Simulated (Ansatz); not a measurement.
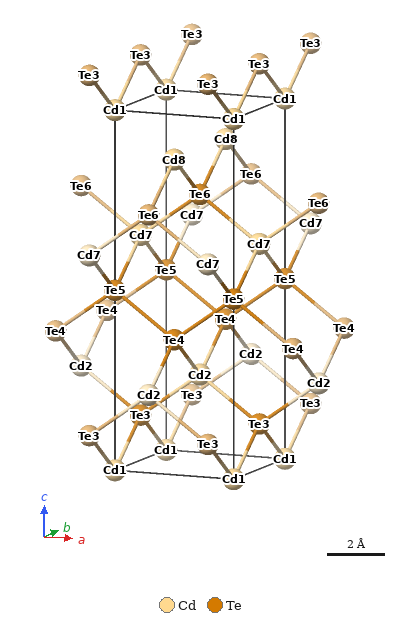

**Figure 1.** The starting structure (ball-and-stick view of the cell of the calculation, seen slightly off an axis; neighbours outside the cell are drawn fainter; atoms are numbered from 1 in the order of the input).

## Geometry relaxation of CdTe (part 1 of 2)

System: CdTe (interface cell, 8 atoms in the cell).
Method: DFT PBEsol, scalar-relativistic, plane waves, PAW, no spin polarisation (Ansatz 0.2.0).

The structure derives from an entry of the Crystallography Open Database. It belongs to a series of runs on one base structure; here: antiphase boundary on (0 0 1), species swapped. Figures and captions count atoms from 1; the log counts them from 0 in places.

The input:
```yaml
crystal:
  lattice:
    - [4.5886583505, 0.0, 0.0]
    - [0.0, 4.5886583505, 0.0]
    - [0.0, 0.0, 12.9786857447]
  atoms:
    - { symbol: Cd, position: [0.0, 0.0, 0.0] }
    - { symbol: Cd, position: [0.5, 0.5, 0.25] }
    - { symbol: Te, position: [0.0, 0.5, 0.125] }
    - { symbol: Te, position: [0.5, 0.0, 0.375] }
    - { symbol: Te, position: [0.0, 0.0, 0.5] }
    - { symbol: Te, position: [0.5, 0.5, 0.75] }
    - { symbol: Cd, position: [0.0, 0.5, 0.625] }
    - { symbol: Cd, position: [0.5, 0.0, 0.875] }
basis:
  ecutwfc: 420
kpoints:
  mp_grid: { grid: [6, 6, 2] }
hamiltonian:
  xc: pbesol
scf:
  occupations: { method: gaussian, width: 0.05 }
output:
  forces: true
  stress: true
  eigenvalues: true
  populations: true
  write_density: true
  write_potential: true
  elf: true
  volumetric_format: npy
relax:
  adjacent_minimum: "off"
  f_tol: 0.02
  max_steps: 45
  cell: { fix: [a, b, alpha, beta, gamma], stress_tol: 0.1 }
```

Launch command:
```bash
ansatz run input.yaml --threads 2 --pin off --max-ram 5120MiB --backend cpu --events-out ev --progress --plain --runs-dir out
```

Output:
```
Engine: ansatz 0.2.0, x86_64-unknown-linux-gnu
Pseudopotentials: kind: paw
Pseudopotential: Cd, paw, valence charge 20, recommended cutoff 420 eV (normal), Cd.paw.azcp
Pseudopotential: Te, paw, valence charge 16, recommended cutoff 420 eV (normal), Te.paw.azcp
Functional definition: PBEsol
  exchange = pbesol_x
  correlation = pbesol_c
Crystal: 8 atoms, lattice volume = 273.276 Å³
Basis set: ecut = 420 eV, 5363 PW (Γ), exchange–correlation on 64×64×180 points (8 copies of the dense FFT grid, shifted against one another)
Bands: 87, of which v1, the nominal top of the filled ones, is band 72 counted from 1 (71 counted from 0)
Symmetry: 8 space group operations
Space group: Pmma (ITA 51), of the structure as read, at distance tolerance 6.5e-5 Å
k-points: 32 of 72
Non-local potential: Cd, projectors of the file, l = 0: 3, l = 1: 2, l = 2: 2, l = 3: 1
Non-local potential: Te, projectors of the file, l = 0: 2, l = 1: 2, l = 2: 2, l = 3: 2
PAW form: soft (Blöchl's): semilocal exchange-correlation on the pseudo side does not see the compensation charge
PAW frozen core: Cd, regenerated for the run's functional, and the local potential with it (the file was generated under x = pbe(κ = 0.804, μ = 0.2195149727645171), c = pbe(β = 0.06672455060314922))
PAW frozen core: Te, regenerated for the run's functional, and the local potential with it (the file was generated under x = pbe(κ = 0.804, μ = 0.2195149727645171), c = pbe(β = 0.06672455060314922))
PAW one-centre angular grid: Cd, 590 points (default); XC on 64 Gauss nodes
PAW one-centre angular grid: Te, 590 points (default); XC on 64 Gauss nodes
Initial density: superposition of atomic densities (neutral atoms: chi_scale 0, normalization atom), corrected by the library's trained network
Initial wavefunctions: pseudopotential atomic-orbital guess
Functional: x = pbesol(κ = 0.804, μ = 0.12345679012345678), c = pbesol(β = 0.046)
SCF iter   1: F=—  HF=-60342.513997 eV  |F-HF|=—  |Δ(HF+E_count)|=         —  Δρ=6.04e-3  dr2=1.24e0  ethr=1.77e-3  ⟨swp⟩=6.4  Hψ=10605  notcnv=0  defer=77
preconditioner: auto → Resta (q_TF=auto, 2.452 Å⁻¹)  ε∞=4.1  [insulator: Δε(μ)=0.157 eV  Ē_g=10.865 eV  σ=0.050 eV  W_gap=0.97  n_scr=74 (ndim 8)  ℏωp=19.1 eV  f_vac=0.178  D(μ)=0.15/eV (n_scr^D=0)  ε∞_Penn≈4.1]
SCF iter   2: F=—  HF=-60342.446203 eV  |F-HF|=—  |Δ(HF+E_count)|=   6.78e-2  Δρ=4.21e-3  dr2=7.14e-1  ethr=8.63e-4  ⟨swp⟩=2.1  Hψ=3367  notcnv=0  defer=307
preconditioner: auto → LDOS  [metal: Δε(μ)=0.033 eV  Ē_g=10.805 eV  σ=0.050 eV  W_gap=0.36  n_scr=74 (ndim 8)  ℏωp=19.1 eV  f_vac=0.177  D(μ)=2.40/eV (n_scr^D=4)  β→1.0]
SCF iter   3: F=—  HF=-60342.389126 eV  |F-HF|=—  |Δ(HF+E_count)|=   5.71e-2  Δρ=1.29e-3  dr2=1.36e-2  ethr=4.96e-4  ⟨swp⟩=2.1  Hψ=2981  notcnv=0  defer=309
SCF iter   4: F=—  HF=-60342.388110 eV  |F-HF|=—  |Δ(HF+E_count)|=   1.02e-3  Δρ=3.79e-4  dr2=4.56e-4  ethr=9.43e-6  ⟨swp⟩=2.6  Hψ=4299  notcnv=0  defer=283
SCF iter   5: F=—  HF=-60342.388329 eV  |F-HF|=—  |Δ(HF+E_count)|=   2.19e-4  Δρ=1.75e-4  dr2=1.07e-4  ethr=3.16e-7  ⟨swp⟩=2.0  Hψ=3618  notcnv=0  defer=283
SCF iter   6: F=—  HF=-60342.388351 eV  |F-HF|=—  |Δ(HF+E_count)|=   2.22e-5  Δρ=6.18e-5  dr2=1.49e-5  ethr=7.46e-8  ⟨swp⟩=2.0  Hψ=3942  notcnv=0  defer=283
SCF iter   7: F=—  HF=-60342.388378 eV  |F-HF|=—  |Δ(HF+E_count)|=   2.71e-5  Δρ=1.89e-5  dr2=1.22e-6  ethr=1.04e-8  ⟨swp⟩=2.0  Hψ=3646  notcnv=0  defer=283
SCF iter   8: F=—  HF=-60342.388379 eV  |F-HF|=—  |Δ(HF+E_count)|=   9.64e-7  Δρ=7.29e-6  dr2=2.05e-7  ethr=8.50e-10  ⟨swp⟩=2.0  Hψ=3911  notcnv=0  defer=283
SCF iter   9: F=-60342.388379 eV  HF=-60342.388379 eV  |F-HF|=2.10e-9  |Δ(HF+E_count)|=   1.03e-7  Δρ=2.38e-6  dr2=2.71e-8  ethr=6.94e-11  ⟨swp⟩=16.9  Hψ=21235  notcnv=0
SCF 1 converged in 9 iterations: F = -60342.388379 eV  dr2 = 2.71e-8
  greatest PAW one-centre occupation: 1.000 electrons in one spin orbital (limit 2), on the Cd atom at site 7 (counted from 0), in its partial waves of l = 0
relax step   1: F+E_penalty+E_count = -60342.38837901 eV  Δ(F+E_penalty+E_count) = +0.000e0 eV  max|allowed force component| = 5.972e-1 eV/Å  Δτ_max = 0.0000 Å  P = +1.902 GPa  Ω = 273.276 Å³  fix = [a, b, alpha, beta, gamma]  reactions: a +2.167, b +2.082 GPa  (9 SCF iters, dr2 threshold 1.00e-7 eV, accepted)
Crystal: 8 atoms, lattice volume = 282.595 Å³
Basis set: ecut = 420 eV, 5525 PW (Γ), exchange–correlation on 64×64×180 points (8 copies of the dense FFT grid, shifted against one another)
Initial density: handed on by an earlier stage of this run
Initial wavefunctions: those handed on with the density
iter 1 solved again at ethr=1.35e-4 eV; its pass at ethr=3.10e-3 eV (dr2=1.94e-1 eV) is discarded
SCF iter   1: F=—  HF=-60342.441334 eV  |F-HF|=—  |Δ(HF+E_count)|=         —  Δρ=4.98e-3  dr2=1.96e-1  ethr=1.35e-4  ⟨swp⟩=2.2  Hψ=13209  notcnv=0
preconditioner: auto → LDOS  [metal: Δε(μ)=0.044 eV  Ē_g=10.763 eV  σ=0.050 eV  W_gap=0.43  n_scr=74 (ndim 8)  ℏωp=18.7 eV  f_vac=0.183  D(μ)=3.32/eV (n_scr^D=18)  β→1.0]
SCF iter   2: F=—  HF=-60342.426563 eV  |F-HF|=—  |Δ(HF+E_count)|=   1.48e-2  Δρ=3.29e-3  dr2=3.48e-2  ethr=1.35e-4  ⟨swp⟩=3.2  Hψ=5501  notcnv=0
SCF iter   3: F=—  HF=-60342.416526 eV  |F-HF|=—  |Δ(HF+E_count)|=   1.00e-2  Δρ=1.21e-3  dr2=9.67e-3  ethr=2.42e-5  ⟨swp⟩=2.3  Hψ=5127  notcnv=0  defer=80
SCF iter   4: F=—  HF=-60342.414273 eV  |F-HF|=—  |Δ(HF+E_count)|=   2.25e-3  Δρ=1.72e-4  dr2=2.13e-4  ethr=6.72e-6  ⟨swp⟩=2.0  Hψ=4289  notcnv=0  defer=80
SCF iter   5: F=—  HF=-60342.414389 eV  |F-HF|=—  |Δ(HF+E_count)|=   1.16e-4  Δρ=6.14e-5  dr2=2.03e-5  ethr=1.48e-7  ⟨swp⟩=2.0  Hψ=3182  notcnv=0  defer=80
SCF iter   6: F=—  HF=-60342.414390 eV  |F-HF|=—  |Δ(HF+E_count)|=   1.27e-6  Δρ=2.98e-5  dr2=3.15e-6  ethr=1.41e-8  ⟨swp⟩=2.4  Hψ=4272  notcnv=0  defer=80
SCF iter   7: F=-60342.414390 eV  HF=-60342.414391 eV  |F-HF|=1.96e-7  |Δ(HF+E_count)|=   4.18e-7  Δρ=1.28e-5  dr2=4.98e-7  ethr=5.56e-10  ⟨swp⟩=14.3  Hψ=22822  notcnv=0
SCF 2 converged in 7 iterations: F = -60342.414390 eV  dr2 = 4.98e-7
relax step   2: F+E_penalty+E_count = -60342.41439043 eV  Δ(F+E_penalty+E_count) = -2.601e-2 eV  max|allowed force component| = 5.912e-1 eV/Å  Δτ_max = 0.1286 Å  P = +0.807 GPa  Ω = 282.595 Å³  energy of the carried Pulay correction = -1.641e-3 eV  fix = [a, b, alpha, beta, gamma]  reactions: a +2.613, b -0.296 GPa  (7 SCF iters, dr2 threshold 8.00e-7 eV, accepted)
Crystal: 8 atoms, lattice volume = 282.091 Å³
Basis set: ecut = 420 eV, 5501 PW (Γ), exchange–correlation on 64×64×180 points (8 copies of the dense FFT grid, shifted against one another)
iter 1 solved again at ethr=3.70e-5 eV; its pass at ethr=3.10e-3 eV (dr2=5.33e-2 eV) is discarded
SCF iter   1: F=—  HF=-60342.513995 eV  |F-HF|=—  |Δ(HF+E_count)|=         —  Δρ=2.84e-3  dr2=5.06e-2  ethr=3.70e-5  ⟨swp⟩=2.3  Hψ=11776  notcnv=0
preconditioner: auto → LDOS  [metal: Δε(μ)=0.051 eV  Ē_g=10.762 eV  σ=0.050 eV  W_gap=0.46  n_scr=74 (ndim 8)  ℏωp=18.8 eV  f_vac=0.182  D(μ)=2.49/eV (n_scr^D=4)  β→1.0]
SCF iter   2: F=—  HF=-60342.511546 eV  |F-HF|=—  |Δ(HF+E_count)|=   2.45e-3  Δρ=2.09e-3  dr2=1.54e-2  ethr=3.52e-5  ⟨swp⟩=2.5  Hψ=5083  notcnv=0
SCF iter   3: F=—  HF=-60342.506713 eV  |F-HF|=—  |Δ(HF+E_count)|=   4.83e-3  Δρ=5.88e-4  dr2=1.53e-3  ethr=1.07e-5  ⟨swp⟩=2.1  Hψ=5130  notcnv=0
SCF iter   4: F=—  HF=-60342.506325 eV  |F-HF|=—  |Δ(HF+E_count)|=   3.87e-4  Δρ=9.50e-5  dr2=2.91e-5  ethr=1.06e-6  ⟨swp⟩=2.0  Hψ=4391  notcnv=0
SCF iter   5: F=—  HF=-60342.506407 eV  |F-HF|=—  |Δ(HF+E_count)|=   8.15e-5  Δρ=4.42e-5  dr2=6.01e-6  ethr=2.02e-8  ⟨swp⟩=2.0  Hψ=4887  notcnv=0
SCF iter   6: F=-60342.506407 eV  HF=-60342.506407 eV  |F-HF|=1.86e-7  |Δ(HF+E_count)|=   6.93e-8  Δρ=1.22e-5  dr2=5.41e-7  ethr=5.56e-10  ⟨swp⟩=10.2  Hψ=21814  notcnv=0
SCF 3 converged in 6 iterations: F = -60342.506407 eV  dr2 = 5.41e-7
relax step   3: F+E_penalty+E_count = -60342.50640704 eV  Δ(F+E_penalty+E_count) = -9.202e-2 eV  max|allowed force component| = 6.765e-2 eV/Å  Δτ_max = 0.0761 Å  P = +0.682 GPa  Ω = 282.091 Å³  energy of the carried Pulay correction = -1.554e-3 eV  fix = [a, b, alpha, beta, gamma]  reactions: a +1.829, b +0.179 GPa  (6 SCF iters, dr2 threshold 8.00e-7 eV, accepted)
Crystal: 8 atoms, lattice volume = 282.385 Å³
iter 1 solved again at ethr=6.93e-7 eV; its pass at ethr=3.10e-3 eV (dr2=9.98e-4 eV) is discarded
SCF iter   1: F=—  HF=-60342.507256 eV  |F-HF|=—  |Δ(HF+E_count)|=         —  Δρ=2.61e-4  dr2=9.98e-4  ethr=6.93e-7  ⟨swp⟩=3.1  Hψ=11867  notcnv=0
preconditioner: auto → LDOS  [metal: Δε(μ)=0.034 eV  Ē_g=10.745 eV  σ=0.050 eV  W_gap=0.34  n_scr=74 (ndim 8)  ℏωp=18.8 eV  f_vac=0.182  D(μ)=3.03/eV (n_scr^D=8)  β→1.0]
SCF iter   2: F=—  HF=-60342.507221 eV  |F-HF|=—  |Δ(HF+E_count)|=   3.50e-5  Δρ=1.70e-4  dr2=1.30e-4  ethr=6.93e-7  ⟨swp⟩=2.0  Hψ=4493  notcnv=0
SCF iter   3: F=—  HF=-60342.507276 eV  |F-HF|=—  |Δ(HF+E_count)|=   5.51e-5  Δρ=5.49e-5  dr2=1.90e-5  ethr=9.05e-8  ⟨swp⟩=2.0  Hψ=4576  notcnv=0
SCF iter   4: F=—  HF=-60342.507273 eV  |F-HF|=—  |Δ(HF+E_count)|=   3.70e-6  Δρ=1.05e-5  dr2=7.74e-7  ethr=1.32e-8  ⟨swp⟩=2.0  Hψ=4543  notcnv=0
SCF iter   5: F=-60342.507273 eV  HF=-60342.507273 eV  |F-HF|=3.85e-8  |Δ(HF+E_count)|=   9.01e-8  Δρ=3.31e-6  dr2=6.25e-8  ethr=1.99e-10  ⟨swp⟩=11.7  Hψ=20335  notcnv=0
SCF 4 converged in 5 iterations: F = -60342.507273 eV  dr2 = 6.25e-8
relax step   4: F+E_penalty+E_count = -60342.50727258 eV  Δ(F+E_penalty+E_count) = -8.655e-4 eV  max|allowed force component| = 2.551e-2 eV/Å  Δτ_max = 0.0057 Å  P = +0.665 GPa  Ω = 282.385 Å³  energy of the carried Pulay correction = -1.605e-3 eV  fix = [a, b, alpha, beta, gamma]  reactions: a +1.883, b +0.115 GPa  (5 SCF iters, dr2 threshold 2.86e-7 eV, accepted)
Crystal: 8 atoms, lattice volume = 282.453 Å³
iter 1 solved again at ethr=9.53e-7 eV; its pass at ethr=3.10e-3 eV (dr2=1.37e-3 eV) is discarded
SCF iter   1: F=—  HF=-60342.507427 eV  |F-HF|=—  |Δ(HF+E_count)|=         —  Δρ=2.15e-4  dr2=1.38e-3  ethr=9.53e-7  ⟨swp⟩=2.0  Hψ=8674  notcnv=0
preconditioner: auto → LDOS  [metal: Δε(μ)=0.037 eV  Ē_g=10.743 eV  σ=0.050 eV  W_gap=0.38  n_scr=74 (ndim 8)  ℏωp=18.7 eV  f_vac=0.182  D(μ)=2.98/eV (n_scr^D=8)  β→1.0]
SCF iter   2: F=—  HF=-60342.507364 eV  |F-HF|=—  |Δ(HF+E_count)|=   6.39e-5  Δρ=1.10e-4  dr2=1.08e-4  ethr=9.53e-7  ⟨swp⟩=1.2  Hψ=2790  notcnv=0
SCF iter   3: F=—  HF=-60342.507351 eV  |F-HF|=—  |Δ(HF+E_count)|=   1.28e-5  Δρ=4.49e-5  dr2=1.83e-5  ethr=7.51e-8  ⟨swp⟩=2.0  Hψ=4576  notcnv=0
SCF iter   4: F=—  HF=-60342.507436 eV  |F-HF|=—  |Δ(HF+E_count)|=   8.53e-5  Δρ=8.96e-6  dr2=7.82e-7  ethr=1.27e-8  ⟨swp⟩=2.8  Hψ=4456  notcnv=0
SCF iter   5: F=—  HF=-60342.507436 eV  |F-HF|=—  |Δ(HF+E_count)|=   6.82e-8  Δρ=2.82e-6  dr2=4.61e-8  ethr=5.43e-10  ⟨swp⟩=2.7  Hψ=4640  notcnv=0
SCF iter   6: F=-60342.507436 eV  HF=-60342.507436 eV  |F-HF|=8.73e-11  |Δ(HF+E_count)|=  9.60e-10  Δρ=8.80e-7  dr2=2.09e-9  ethr=2.82e-11  ⟨swp⟩=10.0  Hψ=16714  notcnv=0
SCF 5 converged in 6 iterations: F = -60342.507436 eV  dr2 = 2.09e-9
relax step   5: F+E_penalty+E_count = -60342.50743603 eV  Δ(F+E_penalty+E_count) = -1.634e-4 eV  max|allowed force component| = 6.853e-3 eV/Å  Δτ_max = 0.0035 Å  P = +0.667 GPa  Ω = 282.453 Å³  energy of the carried Pulay correction = -1.617e-3 eV  fix = [a, b, alpha, beta, gamma]  reactions: a +1.936, b +0.082 GPa  (6 SCF iters, dr2 threshold 4.07e-8 eV, accepted)
Initial wavefunctions: pseudopotential atomic-orbital guess (no wavefunctions were taken with the density)
iter 1 solved again at ethr=2.32e-7 eV; its pass at ethr=3.10e-3 eV (dr2=3.34e-4 eV) is discarded
SCF iter   1: F=—  HF=-60342.507171 eV  |F-HF|=—  |Δ(HF+E_count)|=         —  Δρ=1.90e-4  dr2=3.52e-6  ethr=2.32e-7  ⟨swp⟩=3.9  Hψ=18359  notcnv=0
preconditioner: auto → LDOS  [metal: Δε(μ)=0.029 eV  Ē_g=10.742 eV  σ=0.050 eV  W_gap=0.29  n_scr=74 (ndim 8)  ℏωp=18.7 eV  f_vac=0.182  D(μ)=3.11/eV (n_scr^D=10)  β→1.0]
SCF iter   2: F=—  HF=-60342.508877 eV  |F-HF|=—  |Δ(HF+E_count)|=   1.71e-3  Δρ=2.01e-5  dr2=8.24e-7  ethr=2.45e-9  ⟨swp⟩=2.1  Hψ=5102  notcnv=0
SCF iter   3: F=—  HF=-60342.508877 eV  |F-HF|=—  |Δ(HF+E_count)|=   5.13e-7  Δρ=1.29e-5  dr2=3.74e-7  ethr=5.72e-10  ⟨swp⟩=2.0  Hψ=5090  notcnv=0
SCF iter   4: F=—  HF=-60342.508877 eV  |F-HF|=—  |Δ(HF+E_count)|=   3.06e-7  Δρ=1.84e-6  dr2=1.88e-8  ethr=2.59e-10  ⟨swp⟩=2.0  Hψ=4930  notcnv=0
SCF iter   5: F=—  HF=-60342.508877 eV  |F-HF|=—  |Δ(HF+E_count)|=   4.57e-8  Δρ=7.70e-7  dr2=2.08e-9  ethr=1.30e-11  ⟨swp⟩=2.0  Hψ=4038  notcnv=0
SCF iter   6: F=-60342.508877 eV  HF=-60342.508877 eV  |F-HF|=1.02e-10  |Δ(HF+E_count)|=   1.73e-9  Δρ=2.62e-7  dr2=3.06e-10  ethr=1.00e-12  ⟨swp⟩=6.0  Hψ=15137  notcnv=0
SCF 6 converged in 6 iterations: F = -60342.508877 eV  dr2 = 3.06e-10
relax step   6: F+E_penalty+E_count = -60342.50887692 eV  Δ(F+E_penalty+E_count) = -1.441e-3 eV  max|allowed force component| = 6.797e-3 eV/Å  Δτ_max = 0.0000 Å  P = +0.663 GPa  Ω = 282.453 Å³  fix = [a, b, alpha, beta, gamma]  reactions: a +1.934, b +0.078 GPa  stress off target by 2.19e-2 GPa on what of the cell is left free  SCF on the basis re-selected at this cell (its energy is not comparable with the rows above)  (6 SCF iters)
```

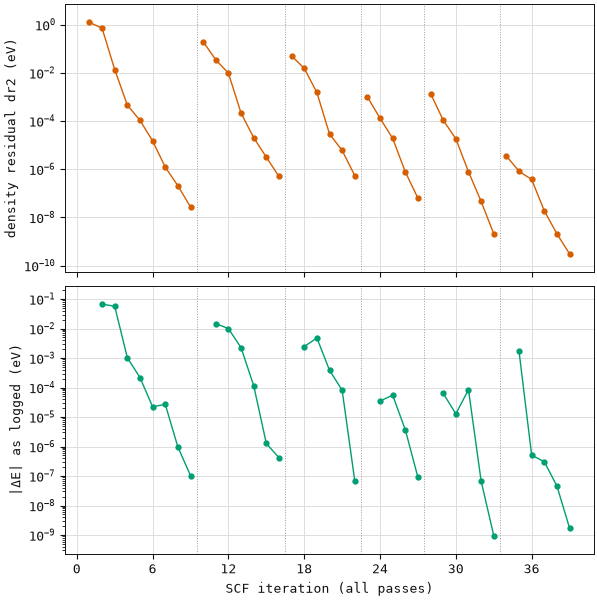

**Figure 2.** Convergence of the self-consistent field: density residual dr2 and size of the energy change against the SCF iteration. The dotted lines part the SCF passes of the relaxation: geometry steps, rejected trials and re-solves on a re-selected basis. The 6 passes take 5 to 9 iterations each, 39 in all.

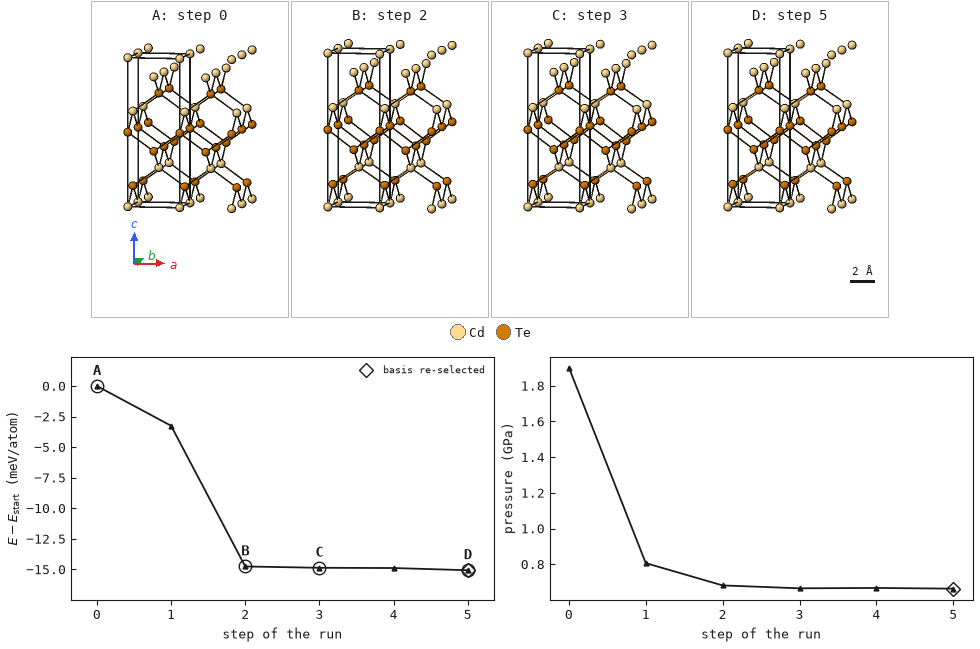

**Figure 3.** Frames of the relaxation (ball-and-stick view of the cell of the calculation, repeated 2 × 2 × 1, seen at an oblique angle) above the curves, on which the letters mark them (the first geometry is step 0 here and step 1 in the log).

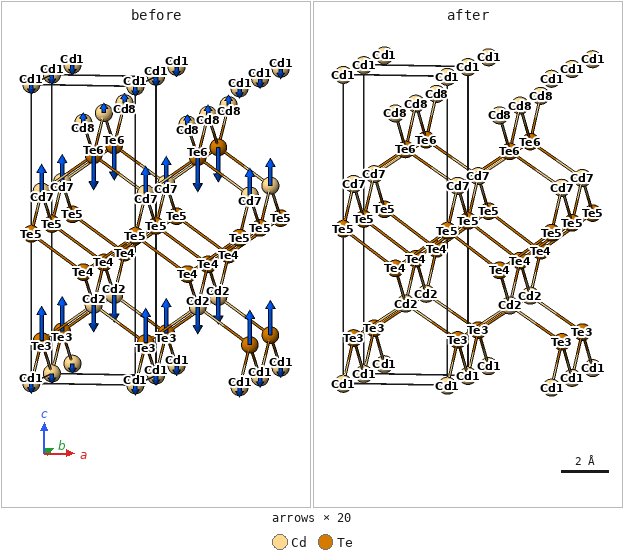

**Figure 4.** Before (left) and after (right) the relaxation, at one scale (ball-and-stick view of the cell of the calculation, repeated 2 × 2 × 1, seen at an oblique angle). The blue arrows give the displacements (without the part carried along by the change of the cell), magnified 20 times. The largest moves relative to the cell, 0.077 Å, are those of Te3 and Te6. Largest moves by element: Te 0.077 Å, Cd 0.061 Å. The volume changes by +3.4 %, with a = b stay at 4.589 Å, c 12.979 → 13.415 Å (+3.4 %). Among the contacts that change: Cd1–Te3 2.810 → 2.902 Å, Cd2–Te4 2.810 → 2.877 Å, Cd2–Te3 2.810 → 2.763 Å, Te4–Te5 2.810 → 2.843 Å. Among the angles that change: Te3–Cd1–Te3 109.5° → 104.5°, Cd1–Te3–Cd1 109.5° → 104.5°, Cd7–Te5–Cd7 109.5° → 105.8°. The energy falls by 14.9 meV per atom in 4 geometry steps. The largest force component goes from 0.6 to 0.0068 eV/Å. The pressure goes from 1.90 to 0.66 GPa. A last SCF at the same geometry on a re-selected plane-wave basis shifts the energy by −0.2 meV per atom. (Atoms are counted from 1 in the order of the input.)

```
basis re-selected at this cell: Δ(F+E_penalty+E_count) = -1.441e-3 eV, ΔP = -0.004 GPa vs the last step (what re-selecting the basis moved, of the pressure what is left beyond the Pulay correction that the steps carried, after the strain that the cell walked since its last selection, with what the two solves' SCF thresholds leave and, on support functions, any second-order correction that the steps lacked; it is no measure of the basis error at this ecutwfc). This SCF's stress stands 2.19e-2 GPa from its target on what of the cell is left free (relax.cell.stress_tol is 1.00e-1 GPa) and its largest allowed force component is 6.80e-3 eV/Å (relax.f_tol is 2.00e-2 eV/Å): within both
SCF converged after 6 iterations
Free energy (F): -60342.508877 eV
Harris-Foulkes:  -60342.508877 eV  (|F-HF|=1.02e-10)
Internal energy: -60342.504998 eV  (E = F + TS)
E sigma→0 (E₀):  -60342.506938 eV
Entropy (-TS):   -0.003879 eV (-0.485 meV/atom)
Fermi energy:    7.779953 eV
--- Per-component energies (eV) ---
  E_band       = -3233.787224
  E_kinetic    = 2743.305453
  E_local      = -22142.451508  (includes V_loc(G=0)·N_el)
  E_nonlocal   = -1087.556847
  E_hartree    = 11114.718253
  E_xc         = -1193.834364
  E_vxc        = -1298.767693  (∫ρ·V_xc dr)
  E_paw        = -34392.767435  (= ΣΔE_a)
  E_vpaw       = -3677.753562  (= ΣTr[D̂ρ^β])
  E_aug_tail   = -0.000669  (compensation charges beyond the density's cutoff)
  E_ewald      = -15386.784981
  E_core_change = 2.867100  (= ΣΔE_core)
  E_smearing   = -0.003879  (= −TS)
  E_closure    = 0.000000  (closes the sum)
  Σ components = -60342.508877   (vs F -60342.508877, Δ=0.00e0)
```
